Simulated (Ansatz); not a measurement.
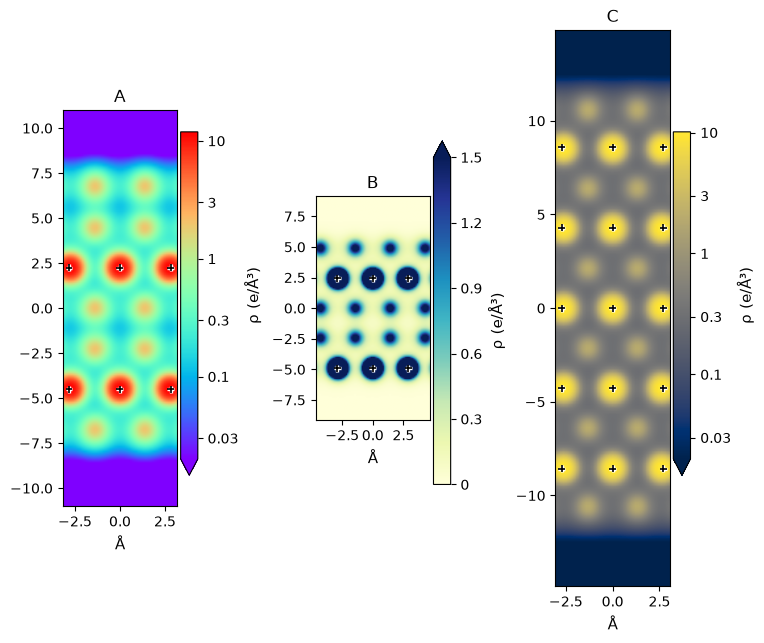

The valence electron density of 3 systems, each on a plane through atoms (crosses mark nuclei in the plane).

Level of theory: Ansatz 0.2.0, DFT PBE, scalar-relativistic, plane waves, PAW.

System 1: Pt (slab), the (100) plane of the calculation cell, a cut from vacuum to vacuum. 

```
Pt
1.0
     2.83018    0.00000    0.00000
     1.41509    2.45101    0.00000
     0.00000    0.00000   28.86500
Pt
7
Cartesian
  0.0000 0.0000 7.6365
  1.4151 0.8170 9.9244
  2.8302 1.6340 12.1773
  0.0000 0.0000 14.4325
  1.4151 0.8170 16.6877
  2.8302 1.6340 18.9406
  0.0000 0.0000 21.2285
```

System 2: Au (slab), the (010) plane of the calculation cell, a cut from vacuum to vacuum. Computed without spin polarisation.

System 3: Ru (slab), the (100) plane of the calculation cell, a cut from vacuum to vacuum. Computed without spin polarisation.

```
Ru
1.0
     2.70600    0.00000    0.00000
     1.35300    2.34346    0.00000
     0.00000    0.00000   38.81000
Ru
11
Direct
  0.00000 0.00000 0.22581
  0.33333 0.33333 0.27890
  0.00000 0.00000 0.33412
  0.33333 0.33333 0.38951
  0.00000 0.00000 0.44496
  0.33333 0.33333 0.50000
  0.00000 0.00000 0.55504
  0.33333 0.33333 0.61049
  0.00000 0.00000 0.66588
  0.33333 0.33333 0.72110
  0.00000 0.00000 0.77419
```

**Match each panel to its system.**

Panel A is system 1, Pt: the plane holds Pt. Pt–Pt (2.83 Å): the density is about 0.34 e/Å³ at the midpoint. Panel B is system 2, Au: the plane holds Au. Au–Au (2.88 Å): ρ is about 0.28 e/Å³ halfway. Panel C is system 3, Ru: the plane holds Ru. Ru–Ru (2.71 Å): ρ at the midpoint is about 0.38 e/Å³.
